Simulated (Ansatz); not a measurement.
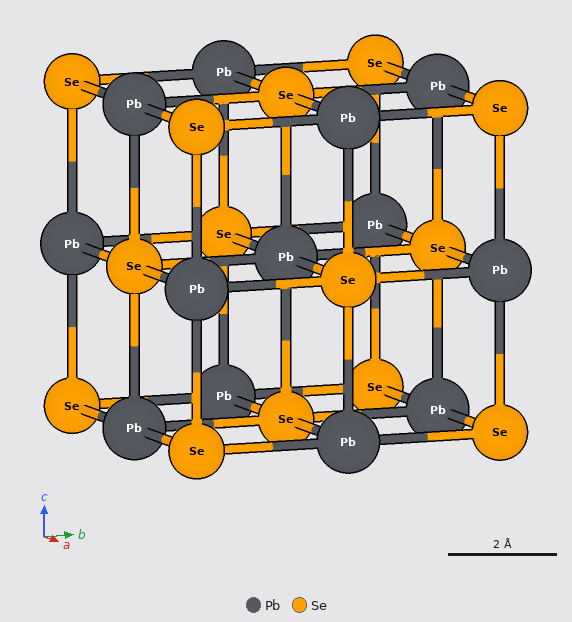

The structure as given in the input (ball-and-stick view of the cell 4 times as large as that of the calculation, set on its symmetry axes, seen slightly off an axis). Near neighbours in the crystal (not all of them lie inside the picture): Pb has 6 Se at 3.06 Å; Se has 6 Pb at 3.06 Å.

# Single-point calculation of PbSe

The run: single-point calculation of PbSe (2 atoms in the cell). Method and program: DFT PBEsol, scalar-relativistic, plane waves, PAW, no spin polarisation (Ansatz 0.2.0).

The structure was built on a prototype by a generator; it need not be a known phase.

Output
```
Engine: ansatz 0.2.0, x86_64-unknown-linux-gnu
Pseudopotentials: kind: paw
Pseudopotential: Pb, paw, valence charge 14, recommended cutoff 420 eV (normal), Pb.paw.azcp
Pseudopotential: Se, paw, valence charge 16, recommended cutoff 420 eV (normal), Se.paw.azcp
Functional definition: PBEsol
  exchange = pbesol_x
  correlation = pbesol_c
Crystal: 2 atoms, lattice volume = 57.426 Å³
Basis set: ecut = 420 eV, 1139 PW (Γ), exchange–correlation on 60×60×60 points (8 copies of the dense FFT grid, shifted against one another)
Bands: 19, of which v1, the nominal top of the filled ones, is band 15 counted from 1 (14 counted from 0)
Symmetry: 48 space group operations
Space group: Fm-3m (ITA 225), of the structure as read, at distance tolerance 3.9e-5 Å
k-points: 16 of 216
Non-local potential: Pb, projectors of the file, l = 0: 2, l = 1: 2, l = 2: 2, l = 3: 2
Non-local potential: Se, projectors of the file, l = 0: 2, l = 1: 2, l = 2: 3, l = 3: 1
PAW form: soft (Blöchl's): semilocal exchange-correlation on the pseudo side does not see the compensation charge
PAW frozen core: Pb, regenerated for the run's functional, and the local potential with it (the file was generated under x = pbe(κ = 0.804, μ = 0.2195149727645171), c = pbe(β = 0.06672455060314922))
PAW frozen core: Se, regenerated for the run's functional, and the local potential with it (the file was generated under x = pbe(κ = 0.804, μ = 0.2195149727645171), c = pbe(β = 0.06672455060314922))
PAW one-centre angular grid: Pb, 590 points (default); XC on 64 Gauss nodes
PAW one-centre angular grid: Se, 590 points (default); XC on 64 Gauss nodes
Initial density: superposition of atomic densities (neutral atoms: chi_scale 0, normalization atom), corrected by the library's trained network
Initial wavefunctions: pseudopotential atomic-orbital guess
Functional: x = pbesol(κ = 0.804, μ = 0.12345679012345678), c = pbesol(β = 0.046)
SCF iter   1: F=—  HF=-17180.221789 eV  |F-HF|=—  |Δ(HF+E_count)|=         —  Δρ=2.58e-3  dr2=7.49e-3  ethr=1.77e-3  ⟨swp⟩=5.9  Hψ=1441  notcnv=0
preconditioner: auto → none  [insulator: Δε(μ)=0.174 eV  Ē_g=15.218 eV  σ=0.100 eV  W_gap=0.78  n_scr=14 (ndim 8)  ℏωp=21.9 eV  f_vac=0.020  D(μ)=0.20/eV (n_scr^D=0)  ε∞_Penn≈3.1]
SCF iter   2: F=—  HF=-17180.218706 eV  |F-HF|=—  |Δ(HF+E_count)|=   3.08e-3  Δρ=1.22e-3  dr2=1.06e-3  ethr=2.50e-5  ⟨swp⟩=2.0  Hψ=514  notcnv=0
SCF iter   3: F=—  HF=-17180.218377 eV  |F-HF|=—  |Δ(HF+E_count)|=   3.29e-4  Δρ=3.75e-4  dr2=5.88e-5  ethr=3.54e-6  ⟨swp⟩=3.0  Hψ=540  notcnv=0
SCF iter   4: F=—  HF=-17180.218390 eV  |F-HF|=—  |Δ(HF+E_count)|=   1.26e-5  Δρ=1.23e-4  dr2=4.36e-6  ethr=1.96e-7  ⟨swp⟩=2.9  Hψ=547  notcnv=0
SCF iter   5: F=—  HF=-17180.218393 eV  |F-HF|=—  |Δ(HF+E_count)|=   2.78e-6  Δρ=2.61e-5  dr2=3.50e-7  ethr=1.45e-8  ⟨swp⟩=2.0  Hψ=540  notcnv=0
SCF iter   6: F=-17180.218392 eV  HF=-17180.218392 eV  |F-HF|=1.85e-8  |Δ(HF+E_count)|=   2.81e-7  Δρ=5.52e-6  dr2=1.54e-8  ethr=3.33e-10  ⟨swp⟩=5.3  Hψ=1395  notcnv=0
SCF 1 converged in 6 iterations: F = -17180.218392 eV  dr2 = 1.54e-8
  greatest PAW one-centre occupation: 1.000 electrons in one spin orbital (limit 2), on the Se atom at site 1 (counted from 0), in its partial waves of l = 2
SCF converged after 6 iterations
Free energy (F): -17180.218392 eV
Harris-Foulkes:  -17180.218392 eV  (|F-HF|=1.85e-8)
Internal energy: -17180.217672 eV  (E = F + TS)
E sigma→0 (E₀):  -17180.218032 eV
Entropy (-TS):   -0.000721 eV (-0.360 meV/atom)
Fermi energy:    8.944914 eV
--- Per-component energies (eV) ---
  E_band       = -430.528625
  E_kinetic    = 405.861942
  E_local      = -3533.512314  (includes V_loc(G=0)·N_el)
  E_nonlocal   = -240.710806
  E_hartree    = 1641.554868
  E_xc         = -322.802889
  E_vxc        = -231.252649  (∫ρ·V_xc dr)
  E_paw        = -12121.448185  (= ΣΔE_a)
  E_vpaw       = -114.030128  (= ΣTr[D̂ρ^β])
  E_aug_tail   = -0.000506  (compensation charges beyond the density's cutoff)
  E_ewald      = -3010.230349
  E_core_change = 1.070567  (= ΣΔE_core)
  E_smearing   = -0.000721  (= −TS)
  E_closure    = 0.000000  (closes the sum)
  Σ components = -17180.218392   (vs F -17180.218392, Δ=0.00e0)
--- Forces (eV/Å), atoms counted from 1 ---
  atom   1  Pb     0.00000000    -0.00000000    -0.00000000
  atom   2  Se    -0.00000000     0.00000000    -0.00000000
  max |Σ_I F_I| component: 5.15e-29 eV/Å
--- Stress (GPa, compression-positive) ---
       -0.632767       0.000000       0.000000
       -0.000000      -0.632767      -0.000000
       -0.000000       0.000000      -0.632767
  P = ⅓ Tr σ = -0.6328 GPa (-6.328 kbar)
--- Band table (eV; the first three rows and the last of 16) ---
  k-point 0: bands = ["-38.4434", "-38.4434", "-38.4411", "-38.4411", "-38.4411", "-7.9133", "-7.9133", "-7.9133", "-7.9124", "-7.9124", "-4.7571", "2.5151", "6.9743", "6.9743", "6.9743", "13.5195", "13.5195", "13.5195", "15.3006"]
  k-point 1: bands = ["-38.4434", "-38.4434", "-38.4411", "-38.4411", "-38.4411", "-7.9188", "-7.9188", "-7.9123", "-7.9047", "-7.9047", "-4.5498", "1.8636", "7.0468", "7.0468", "7.4158", "11.9158", "12.4681", "12.4681", "15.0601"]
  k-point 2: bands = ["-38.4434", "-38.4434", "-38.4411", "-38.4410", "-38.4410", "-7.9312", "-7.9312", "-7.9109", "-7.8880", "-7.8880", "-4.0352", "0.6617", "7.2440", "7.2440", "8.1532", "10.1234", "11.0868", "11.0868", "15.8131"]
  k-point 15: bands = ["-38.4435", "-38.4434", "-38.4411", "-38.4410", "-38.4410", "-8.0169", "-7.9165", "-7.9066", "-7.8845", "-7.8677", "-3.2945", "0.9554", "4.1920", "5.0534", "7.2093", "11.7588", "13.1431", "14.2788", "15.3449"]
```

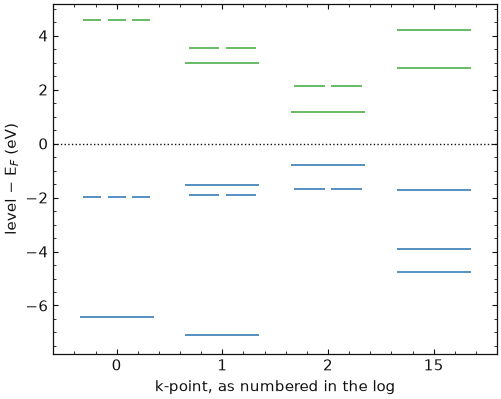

Kohn–Sham levels near the Fermi level (dotted) at the few k-points that the log prints; levels within 0.02 eV of each other stand side by side. Among these points the highest filled and lowest empty levels are 1.97 eV apart; the gap on the full mesh, 0.21 eV, has an edge at a point that isn't printed.

This output came from the following input.

The input
```yaml
crystal:
  lattice:
    - [0.0, 3.0621516472, 3.0621516472]
    - [3.0621516472, 0.0, 3.0621516472]
    - [3.0621516472, 3.0621516472, 0.0]
  atoms:
    - { symbol: Pb, position: [0.5, 0.5, 0.5] }
    - { symbol: Se, position: [0.0, 0.0, 0.0] }
basis:
  ecutwfc: 420
kpoints:
  mp_grid: { grid: [6, 6, 6] }
hamiltonian:
  xc: pbesol
scf:
  occupations: { method: gaussian, width: 0.1 }
output:
  forces: true
  stress: true
  eigenvalues: true
```

Command:
```bash
ansatz run input.yaml --threads 2 --pin off --max-ram 4096MiB --backend cpu --events-out ev --progress --plain --runs-dir out
```

Summary

```tsv
quantity	value
outcome	converged
space group (tolerance 0.01 Å)	Fm-3m (225)
electrons treated	30
free energy	−17180.2184 eV
Fermi energy	8.945 eV
gap on the k-point mesh	0.21 eV
pressure	−0.63 GPa
largest force (length of the vector)	under 0.001 eV/Å
hardware	2 threads of Intel Xeon (Sapphire Rapids), 64 GiB of memory available, shared host
wall time	0.79 s (CPU time 1.2 s)
peak memory	0.35 GiB
```

Spin–orbit coupling is left out, which matters for Pb.
